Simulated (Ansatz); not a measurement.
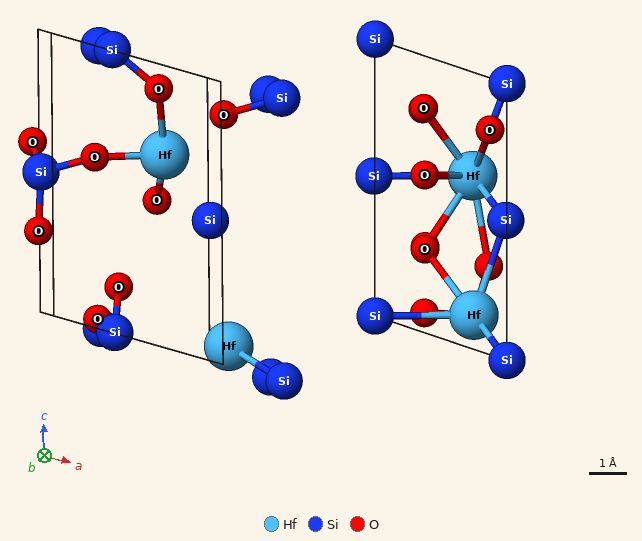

Two geometries of solid HfSiO$_{4}$ (built on the NdInCu4-216 type type), drawn at one scale. One is the start of a relaxation, the other its converged end. Style: ball-and-stick. Shown: the cell of the calculation, reduced to other axes, along the b axis. Lengths and directions refer to the drawn axes.

Computed with DFT, PBEsol, plane waves, PAW (Ansatz). Settings: plane-wave cutoff 420 eV; k-point mesh 6 × 6 × 6; occupations fermi dirac; smearing width 0.05 eV; no spin polarisation; cell and atoms relaxed; force threshold 0.01 eV/Å; at most 120 steps.

**Which geometry has the lower energy?**

The left one is the relaxed one. Case: shaken. The largest move relative to the cell is that of an O atom, 2.24 Å roughly along [−1 −1 0]. Largest moves by element: O 2.24 Å, Si 1.75 Å, Hf 1.67 Å. The volume changes by +51.4 %, with a 4.359 → 5.625 Å (+29.0 %), b 4.387 → 5.321 Å (+21.3 %), c 7.536 → 7.699 Å (+2.2 %), α 90.4° → 88.0°, β 105.9° → 104.5°, γ 119.7° → 125.6°. Among the contacts that change: Hf–O 2.539 → 6.131 Å, Hf–O 2.674 → 5.959 Å, Hf–O 2.628 → 5.771 Å, Hf–O 2.626 → 5.547 Å. New bonds form: O–Si (2.46 → 1.62 Å), O–Si (2.50 → 1.63 Å), O–Si (2.51 → 1.62 Å), O–Si (2.51 → 1.63 Å). Bonds break: Hf–O (2.50 → 3.96 Å), Hf–O (2.51 → 3.84 Å), Hf–O (2.52 → 3.37 Å), Hf–O (2.52 → 4.38 Å). Among the angles between lasting bonds that change: Si–Hf–O 61.0° → 102.9°, O–Hf–O 95.4° → 129.1°, Si–Hf–O 100.9° → 133.3°. The space group stays P1 (No. 1). Over 32 accepted moves (36 points after the start) the energy falls by 3261 meV per atom. The largest force component goes from 1.4 to 0.0076 eV/Å. The pressure goes from 3.43 to 0.00 GPa. The SCF was repeated 4 times at an unchanged geometry on a basis and grid sized afresh for the cell, which shifted the energy by 81.2 meV per atom at most.
